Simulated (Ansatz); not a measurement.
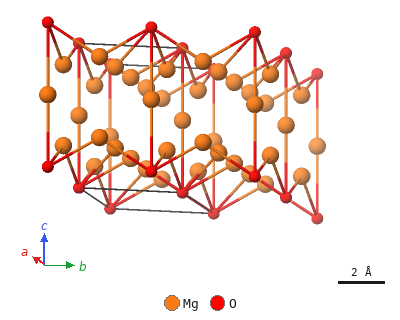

This is the input geometry for a relaxation of crystalline Mg₇O (a generated structure, set up in P6/mmm) (coarse preliminary run). The picture is a ball-and-stick view of the cell of the calculation, repeated 2 × 2 × 1 with one cell outlined, seen from a free direction.

Level of theory: DFT PBE, scalar-relativistic, plane waves, PAW (Ansatz 0.2.0).

Input file:
```yaml
crystal:
  lattice:
    - [4.69962208, 0.0, 0.0]
    - [-2.34981104, 4.06999211, 0.0]
    - [0.0, 0.0, 6.53094879]
  atoms:
    - { symbol: Mg, position: [0.5, 0.0, 0.78033682] }
    - { symbol: Mg, position: [0.0, 0.5, 0.78033682] }
    - { symbol: Mg, position: [0.5, 0.5, 0.78033682] }
    - { symbol: Mg, position: [0.0, 0.5, 0.21966318] }
    - { symbol: Mg, position: [0.5, 0.0, 0.21966318] }
    - { symbol: Mg, position: [0.5, 0.5, 0.21966318] }
    - { symbol: Mg, position: [0.0, 0.0, 0.5] }
    - { symbol: O, position: [0.0, 0.0, 0.0] }
basis:
  ecutwfc: 420
kpoints:
  mp_grid: { grid: [6, 6, 4] }
hamiltonian:
  xc: pbe
scf:
  occupations: { method: gaussian, width: 0.1 }
  lower_state_search: "off"
output:
  forces: true
  stress: true
  eigenvalues: true
relax:
  adjacent_minimum: "off"
  f_tol: 0.04
  max_steps: 70
  cell: { stress_tol: 0.4 }
```

Launched with:
```bash
ansatz run input.yaml --threads 1 --pin off --max-ram 2560MiB --backend cpu --events-out ev --progress --plain --runs-dir out
```

**Where does the relaxation end?**

The largest moves relative to the cell, 0.17 Å, are those of Mg1, Mg2, Mg3, Mg4, Mg5 and Mg6. Mg2 goes along −c. O stays in place. Cell: a = b 4.700 → 5.835 Å (+24.2 %), c 6.531 → 5.751 Å (−11.9 %). Volume +35.7 %. Some distances before and after: Mg1–Mg2 2.350 → 2.917 Å, Mg1–O8 2.753 → 3.251 Å, Mg7–O8 3.265 → 2.876 Å. The space group stays P6/mmm (No. 191). Over 7 accepted moves (9 points after the start) the energy falls by 6.856 eV per cell of the calculation. The largest force component goes from 0.32 to 0.0053 eV/Å. Pressure: 31.54 GPa at the start and −0.16 GPa at the end. At 2 points the geometry stayed and the basis and grid were re-selected for the new cell (energy shift of 0.319 eV per cell of the calculation at most each time).

The structure at the end:

```xyz
8
Lattice="5.8347 0.0000 0.0000 -2.9174 5.0530 0.0000 0.0000 0.0000 5.7513" Properties=species:S:1:pos:R:3 pbc="T T T"
Mg    2.9174    0.0000    4.3169
Mg    4.3761    2.5265    4.3169
Mg    1.4587    2.5265    4.3169
Mg    4.3761    2.5265    1.4344
Mg    2.9174    0.0000    1.4344
Mg    1.4587    2.5265    1.4344
Mg    0.0000    0.0000    2.8756
O     0.0000    0.0000    5.7513
```

The end point in the same view:

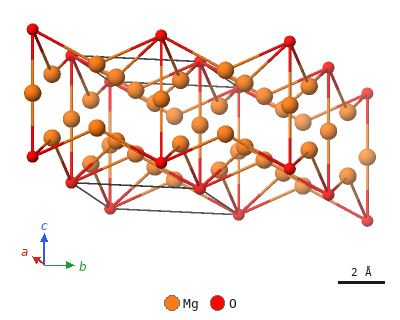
